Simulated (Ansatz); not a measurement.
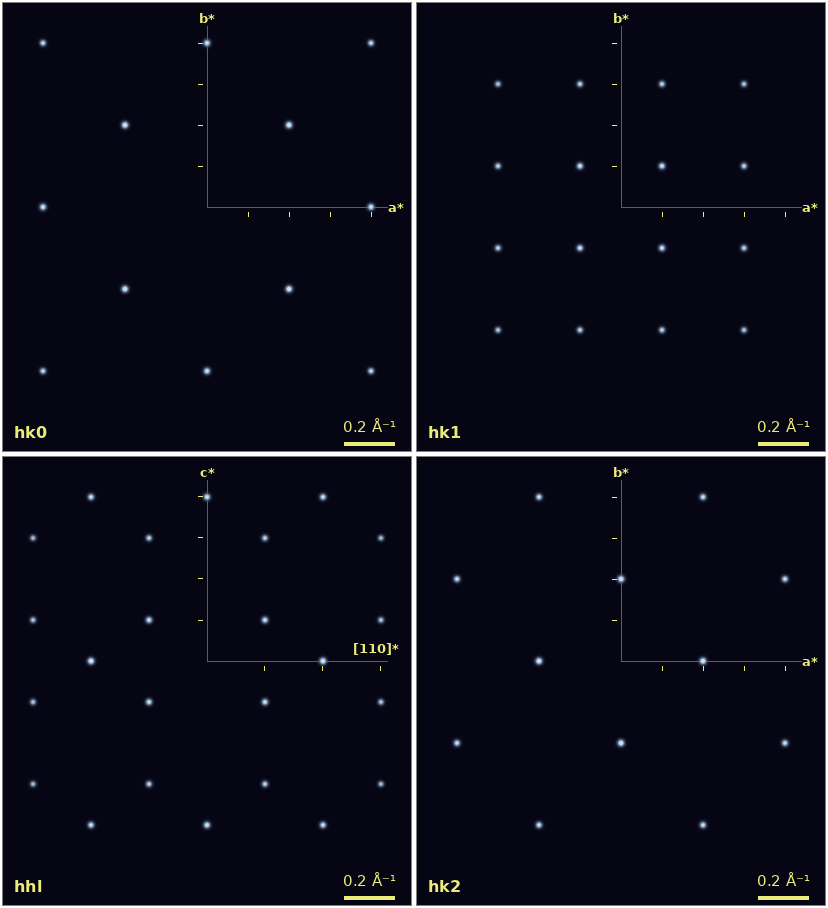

Four undistorted layers of reciprocal space, calculated for a single crystal (X-rays, kinematic |F|², B = 0.5 Å²). Tick marks count the reciprocal lattice steps of the conventional cell along each axis.

Q: What cell do the layers give?

A: a* = 0.165, b* = 0.165, c* = 0.165 Å⁻¹; the cell is cubic with a = 6.07 Å.

Q: List the systematic absences.

A: Reflections are present only under these conditions. hkl: h + k = 2n, h + l = 2n; hk0: h = 2n, h + k = 4n; hhl: h + l = 2n; h00: h = 4n. The lattice is face-centred (F). Further gaps, such as 2 2 2, 4 4 2, come from atoms on special positions, not from the group's general conditions.

Q: Which space groups fit?

A: The intensities have Laue symmetry m-3m (the hk0 layer shows 4mm, hk1 shows 4mm). With these conditions only Fd-3m (No. 227) fits. The compound is Au. Structure: the geometry relaxed with Ansatz, DFT, r2SCAN, plane waves (500 eV) with PAW, scalar-relativistic; the starting structure was generated, so it need not be a known form of this composition.
